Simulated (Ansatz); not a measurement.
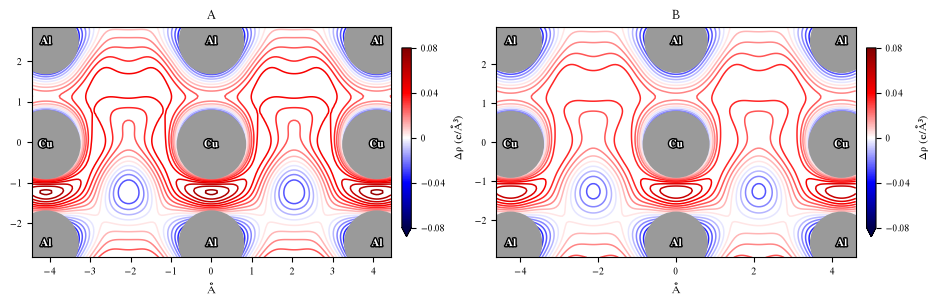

Al$_{3}$Cu$_{2}$: deformation density on the (100) plane of the conventional cell at two volumes, with the same fractional coordinates and one colour scale. Grey discs cover the cores.

Space group P-3m1. The cell comes from a database of computed structures, not from a measurement.

All numbers below come from DFT PBEsol, scalar-relativistic, plane waves, PAW in Ansatz.

Q: How do the two volumes compare, and how does the bonding charge respond?

A: B is the larger cell: B has 112 % of the volume of A.
From A to B, Al–Cu goes from 2.44 to 2.54 Å, and Δρ at its midpoint from +0.07 to +0.06 e/Å³.
The pressure is 0.1 GPa in A and −9.6 GPa in B.
The rearranged charge is 0.24 e an atom in A and 0.23 e in B.
